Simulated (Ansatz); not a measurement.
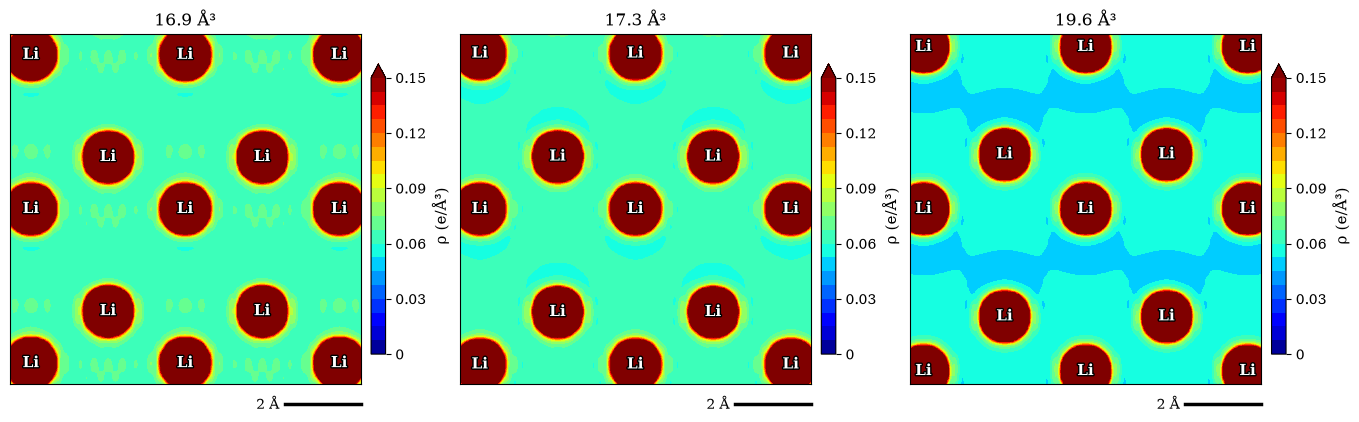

Li. The valence pseudo-density of cells scaled evenly to different volumes (given per atom above each panel), on the (110) plane of each (indices in the axes of the cell below), at one length scale and on one colour scale.

Method: DFT PBE+D3(BJ), scalar-relativistic, plane waves, PAW (Ansatz 0.2.0).

The density is the valence pseudo-density of a PAW calculation; it isn't the true density close to the nuclei.

The largest cell:

```cif
data_structure
_symmetry_space_group_name_H-M 'P 1'
_symmetry_Int_Tables_number 1
_cell_length_a 3.0276
_cell_length_b 3.0276
_cell_length_c 4.2816
_cell_angle_alpha 90.000
_cell_angle_beta 90.000
_cell_angle_gamma 90.000
_cell_volume 39.25
loop_
_atom_site_label
_atom_site_type_symbol
_atom_site_fract_x
_atom_site_fract_y
_atom_site_fract_z
_atom_site_occupancy
Li1 Li 0.58139 0.41861 0.50000 1
Li2 Li 0.91861 0.08139 0.00000 1
```

| volume (Å³/atom) | Li–Li contact in the plane (Å) | ρ at its midpoint (e/Å³) | pressure (GPa) | 
| --- | --- | --- | --- |
| 16.89 | 2.456 | 0.062 | 1.6 | 
| 17.32 | 2.477 | 0.061 | 1.1 | 
| 18.22 | 2.519 | ? | ? | 
| 19.62 | 2.582 | 0.057 | −0.7 | 

**What values belong in the row with question marks?**

Over the known rows ln ρ falls by 0.66 per Å of Li–Li distance (a least-squares line), which gives 0.059 e/Å³ at 2.519 Å; the calculation gives 0.059 e/Å³. For the pressure, a straight line in volume between the neighbouring rows gives 0.4 GPa; the calculation gives 0.3.
